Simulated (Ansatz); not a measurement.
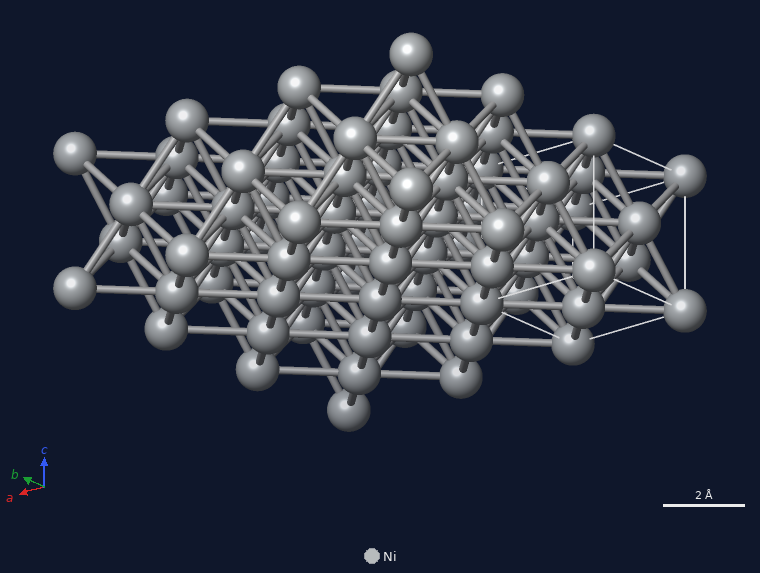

**Figure 1.** The structure as given in the input (ball-and-stick view of the cell 4 times as large as that of the calculation, set on its symmetry axes, repeated 3 × 3 × 1, seen at an oblique angle).

## Single-point calculation of Ni

Ni (Fm-3m, 1 atom in the cell), computed with DFT, PBE, plane waves, PAW, no spin polarisation (Ansatz 0.2.0).

The structure is a generated one, with these elements put on the sites of a known structure type; it need not be a known phase.

**What the program printed**
```
Engine: ansatz 0.2.0, x86_64-unknown-linux-gnu
Pseudopotentials: kind: paw
Pseudopotential: Ni, paw, valence charge 18, recommended cutoff 420 eV (normal), Ni.paw.azcp
Functional definition: PBE
  parameter kappa = 0.804
  parameter beta = 0.06672455060314922
  exchange = pbe_x(kappa = kappa, mu = beta*pi^2/3)
  correlation = pbe_c(beta = beta)
Crystal: 1 atoms, lattice volume = 11.545 Å³
Basis set: ecut = 420 eV, 229 PW (Γ), exchange–correlation on 36×36×36 points (8 copies of the dense FFT grid, shifted against one another)
Bands: 13, of which v1, the nominal top of the filled ones, is band 9 counted from 1 (8 counted from 0)
Symmetry: 48 space group operations
Space group: Fm-3m (ITA 225), of the structure as read, at distance tolerance 6.8e-4 Å
k-points: 4 of 27
Non-local potential: Ni, projectors of the file, l = 0: 3, l = 1: 2, l = 2: 3, l = 3: 1
PAW form: soft (Blöchl's): semilocal exchange-correlation on the pseudo side does not see the compensation charge
PAW one-centre angular grid: Ni, 590 points (default); XC on 64 Gauss nodes
Initial density: superposition of atomic densities (neutral atoms: chi_scale 0, normalization atom), corrected by the library's trained network
Initial wavefunctions: pseudopotential atomic-orbital guess
Functional: x = pbe(κ = 0.804, μ = 0.2195149727645171), c = pbe(β = 0.06672455060314922)
SCF iter   1: F=—  HF=-5839.334259 eV  |F-HF|=—  |Δ(HF+E_count)|=         —  Δρ=4.35e-2  dr2=1.36e-1  ethr=1.77e-3  ⟨swp⟩=5.8  Hψ=279  notcnv=0
preconditioner: auto → none  [insulator: Δε(μ)=0.083 eV  Ē_g=13.671 eV  σ=0.041 eV  W_gap=0.94  n_scr=0 (ndim 8)  ℏωp=34.6 eV  f_vac=0.000  D(μ)=6.56/eV (n_scr^D=180)  ε∞_Penn≈7.4]
SCF iter   2: F=—  HF=-5839.335906 eV  |F-HF|=—  |Δ(HF+E_count)|=   1.65e-3  S|Δr|=    0.00e0  Δρ=4.00e-2  dr2=8.93e-2  ethr=7.57e-4  ⟨swp⟩=3.2  Hψ=135  notcnv=0
SCF iter   3: F=—  HF=-5839.307700 eV  |F-HF|=—  |Δ(HF+E_count)|=   2.82e-2  S|Δr|=    0.00e0  Δρ=5.38e-3  dr2=2.53e-3  ethr=4.96e-4  ⟨swp⟩=2.0  Hψ=90  notcnv=0
SCF iter   4: F=—  HF=-5839.307149 eV  |F-HF|=—  |Δ(HF+E_count)|=   5.51e-4  S|Δr|=    0.00e0  Δρ=5.55e-4  dr2=2.06e-5  ethr=1.41e-5  ⟨swp⟩=1.2  Hψ=72  notcnv=0
SCF iter   5: F=—  HF=-5839.307136 eV  |F-HF|=—  |Δ(HF+E_count)|=   1.34e-5  S|Δr|=    0.00e0  Δρ=6.24e-5  dr2=8.91e-8  ethr=5.56e-10  ⟨swp⟩=7.2  Hψ=404  notcnv=0
SCF iter   6: F=-5839.307136 eV  HF=-5839.307136 eV  |F-HF|=1.15e-8  |Δ(HF+E_count)|=   4.73e-9  S|Δr|=    0.00e0  Δρ=1.26e-5  dr2=7.55e-9  ethr=4.95e-10  ⟨swp⟩=6.0  Hψ=250  notcnv=0
SCF 1 converged in 6 iterations: F = -5839.307136 eV  dr2 = 7.55e-9
  greatest PAW one-centre occupation: 1.000 electrons in one spin orbital (limit 2), on the Ni atom at site 0 (counted from 0), in its partial waves of l = 1
SCF converged after 6 iterations
Stability not checked: this state was not tested for a lower state beside it, because cold or Methfessel-Paxton smearing, or corrected tetrahedra, fill the levels in a way that the test cannot read (fill_not_monotonic; see scf.lower_state_search)
Free energy (F): -5839.307136 eV
Harris-Foulkes:  -5839.307136 eV  (|F-HF|=1.15e-8)
Internal energy: -5839.311092 eV  (E = F + TS)
E sigma→0 (E₀):  -5839.308454 eV
Entropy (-TS):   0.003956 eV (3.956 meV/atom)
Fermi energy:    16.016900 eV
--- Per-component energies (eV) ---
  E_band       = -311.055392
  E_kinetic    = 278.890632
  E_local      = -3523.453430  (includes V_loc(G=0)·N_el)
  E_nonlocal   = 632.952773
  E_hartree    = 1464.461819
  E_xc         = -84.352277
  E_vxc        = -108.743019  (∫ρ·V_xc dr)
  E_paw        = -1626.678285  (= ΣΔE_a)
  E_vpaw       = -519.619923  (= ΣTr[D̂ρ^β])
  E_aug_tail   = 0.000504  (compensation charges beyond the density's cutoff)
  E_ewald      = -2981.132828
  E_smearing   = 0.003956  (= −TS)
  E_closure    = -0.000000  (closes the sum)
  Σ components = -5839.307136   (vs F -5839.307136, Δ=0.00e0)
--- Forces (eV/Å), atoms counted from 1 ---
  atom   1  Ni    -0.00000000     0.00000000    -0.00000000
  max |Σ_I F_I| component: 1.15e-31 eV/Å
--- Stress (GPa, compression-positive) ---
       -5.125694      -0.000000       0.000000
       -0.000000      -5.125694       0.000000
        0.000000       0.000000      -5.125694
  P = ⅓ Tr σ = -5.1257 GPa (-51.257 kbar)
--- Band table (eV) ---
  k-point 0: bands = ["-86.6987", "-46.9741", "-46.9741", "-46.9741", "8.1144", "14.6243", "14.6243", "14.6243", "15.6053", "15.6053", "39.7969", "43.3398", "43.3398"]
  k-point 1: bands = ["-86.6796", "-47.1054", "-46.9933", "-46.9933", "11.4781", "14.5824", "14.7181", "14.7181", "15.9544", "15.9544", "26.7857", "39.1361", "40.6659"]
  k-point 2: bands = ["-86.6733", "-47.0994", "-47.0236", "-47.0236", "12.1405", "13.3691", "15.6582", "15.8796", "15.8796", "16.0916", "31.7495", "33.0342", "33.0342"]
  k-point 3: bands = ["-86.6669", "-47.0928", "-47.0921", "-47.0181", "13.4266", "13.6022", "14.4514", "15.5113", "16.0368", "21.2735", "23.9302", "26.7540", "34.7822"]
```

**File rho_z.tsv**
```
# z_ang	rho[e/angstrom^3]
# format = ansatz-planar-average/11
# lattice	0.000000000	1.793832000	1.793832000
# lattice	1.793832000	0.000000000	1.793832000
# lattice	1.793832000	1.793832000	0.000000000
# sites	1
# site	28	0.000000000	0.000000000	0.000000000
0.000000	4.378353e0
0.140937	3.957427e0
0.281874	2.961805e0
0.422810	1.913006e0
0.563747	1.140973e0
0.704684	6.822953e-1
0.845621	4.425606e-1
0.986557	3.286588e-1
1.127494	2.818103e-1
1.268431	2.698763e-1
1.409368	2.818103e-1
1.550304	3.286588e-1
1.691241	4.425606e-1
1.832178	6.822953e-1
1.973115	1.140973e0
2.114051	1.913006e0
2.254988	2.961805e0
2.395925	3.957427e0
```

**File v_z.tsv**
```
# z_ang	v_es[eV]	v_tot[eV]
# format = ansatz-planar-average/11
# xc	pbe
# density_cutoff_ev	1680
# datasets	Ni=:simpson_from_first_knot:soft
# lattice	0.000000000	1.793832000	1.793832000
# lattice	1.793832000	0.000000000	1.793832000
# lattice	1.793832000	1.793832000	0.000000000
# sites	1
# site	28	0.000000000	0.000000000	0.000000000
0.000000	-3.059560e0	-1.752828e1
0.140937	-2.436467e0	-1.677907e1
0.281874	-6.342199e-1	-1.461458e1
0.422810	2.159753e0	-1.127133e1
0.563747	5.631272e0	-7.126692e0
0.704684	9.336569e0	-2.688549e0
0.845621	1.273713e1	1.412719e0
0.986557	1.532154e1	4.554279e0
1.127494	1.676450e1	6.339917e0
1.268431	1.716589e1	6.854652e0
1.409368	1.676450e1	6.339917e0
1.550304	1.532154e1	4.554279e0
1.691241	1.273713e1	1.412719e0
1.832178	9.336569e0	-2.688549e0
1.973115	5.631272e0	-7.126692e0
2.114051	2.159753e0	-1.127133e1
2.254988	-6.342199e-1	-1.461458e1
2.395925	-2.436467e0	-1.677907e1
```

The run was set up as follows.

**The input**
```yaml
crystal:
  lattice:
    - [0.0, 1.793832, 1.793832]
    - [1.793832, 0.0, 1.793832]
    - [1.793832, 1.793832, 0.0]
  atoms:
    - { symbol: Ni, position: [0.0, 0.0, 0.0] }
  symmetry: { tolerance: 0.0003 }
kpoints:
  mp_grid: { grid: [3, 3, 3], shift: [0, 0, 0] }
magnetization:
  spin_polarized: false
scf:
  occupations: { method: cold, width: 0.041 }
hamiltonian:
  pseudopotentials: { kind: paw }
  xc: pbe
basis:
  ecutwfc: 420
output:
  forces: true
  stress: true
  eigenvalues: true
  write_density: true
  write_potential: true
  elf: true
  volumetric_format: npy
```

Run as:
```bash
ansatz run input.yaml --threads 1 --pin off --max-ram 2560MiB --backend cpu --events-out ev --progress --plain --runs-dir out
```

**Results in brief**

| quantity | value |
| --- | --- |
| outcome | converged |
| space group (tolerance 0.01 Å) | Fm-3m (225) |
| electrons treated | 18 |
| free energy | −5839.3071 eV |
| Fermi energy | 16.017 eV |
| pressure | −5.13 GPa |
| largest force (length of the vector) | under 0.001 eV/Å |
| hardware | 1 thread of Intel Xeon (Granite Rapids), 64 GiB of memory available, shared host |
| peak memory | 0.31 GiB |

**Notes**

Settings chosen away from the usual ones: kpoints.mp_grid.grid set to [3, 3, 3] (from [8, 8, 8]). These settings are looser than, or depart from, a standard set-up, so the numbers are not reference values for this system. The run has no spin polarisation, so a magnetic state may lie lower.
